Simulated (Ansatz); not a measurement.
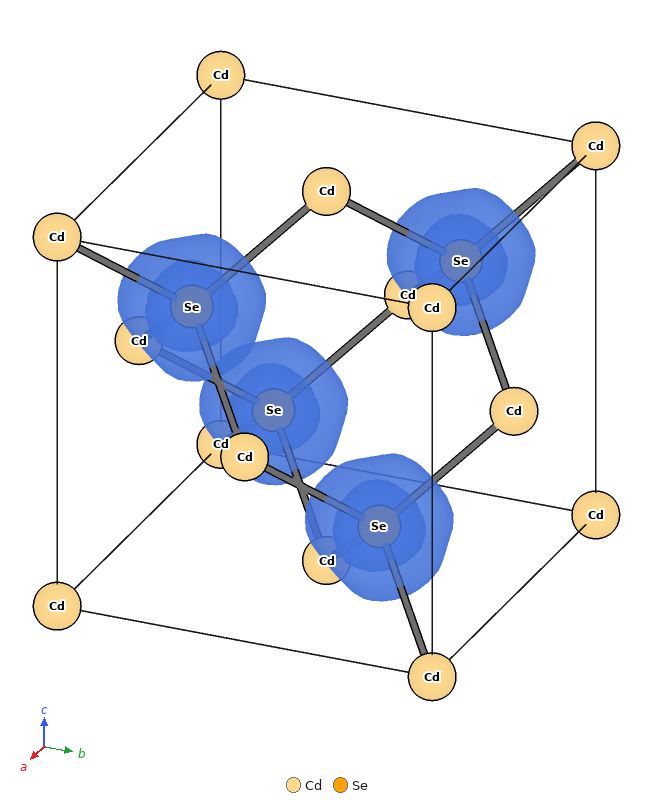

The picture shows: CdSe. Isosurface of the electron localisation function at 0.75 (blue), seen at an oblique angle. Only the valence region is drawn (cores and ρ < 0.01 e/Å³ removed). Sticks mark near contacts.

Space group F-43m; a structure from a database of computed crystals, not necessarily the ambient phase.

The calculation used Kohn-Sham DFT of a periodic cell, PBE, spin-orbit coupling, Ansatz PAW (Ansatz).

### Identify the bonds, lone pairs and shells in this picture.

The ELF exceeds this value in four regions wrapped around Se (the valence shell of each), counted in one cell of 8 atoms. Any copies at cell faces, edges or corners count once.

Values along the shortest contacts:
Cd–Se (2.66 Å): the ELF is about 0.40 at the midpoint and 0.15 at its lowest between the atoms.

### Does the calculation make it a metal, or give it a gap?

It is gapped, with a Kohn–Sham gap of 0.43 eV on the k-point mesh (the band edges may lie off the mesh, which would make the gap smaller).
